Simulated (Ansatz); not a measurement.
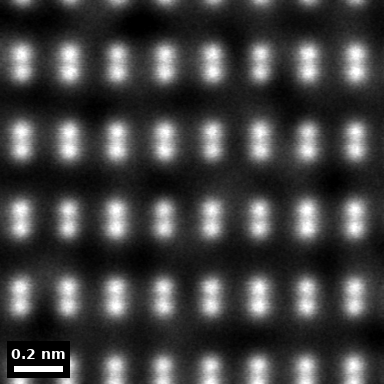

Integrated-DPC-like image of Ir (Fd-3m, No. 227). Simulated as the projected potential of neutral atoms (B = 0.5 Å²) blurred by a 0.50 Å probe, the thin-sample limit of integrated differential phase contrast. Shot noise, a slight drift and the speckle of an amorphous layer were added. Atomic positions: the geometry relaxed with DFT, revPBE, plane waves (420 eV) with PAW, scalar-relativistic (Ansatz 0.2.0); the starting structure was generated, so it need not be a known form of this composition.

```yaml
crystal:
  lattice:
    - [5.59080, 0.00000, 0.00000]
    - [0.00000, 5.59080, 0.00000]
    - [0.00000, 0.00000, 5.59080]
  atoms:
    - { symbol: Ir, position: [0.75000, 0.75000, 0.75000] }
    - { symbol: Ir, position: [0.00000, 0.50000, 0.00000] }
    - { symbol: Ir, position: [0.75000, 0.25000, 0.25000] }
    - { symbol: Ir, position: [0.00000, 0.00000, 0.50000] }
    - { symbol: Ir, position: [0.25000, 0.75000, 0.25000] }
    - { symbol: Ir, position: [0.50000, 0.50000, 0.50000] }
    - { symbol: Ir, position: [0.25000, 0.25000, 0.75000] }
    - { symbol: Ir, position: [0.50000, 0.00000, 0.00000] }
```

**Along which zone axis is the crystal seen: [221], [111], [211] or [210]? (Directions equivalent by symmetry count as one.)**

[211]. The projected cells are 0.66 × 1.98 Å, 90° for [221]; 2.28 × 2.28 Å, 120° for [111]; 1.98 × 3.23 Å, 90° for [211]; 1.25 × 1.53 Å, 114° for [210], and the image repeats as the [211] one does.
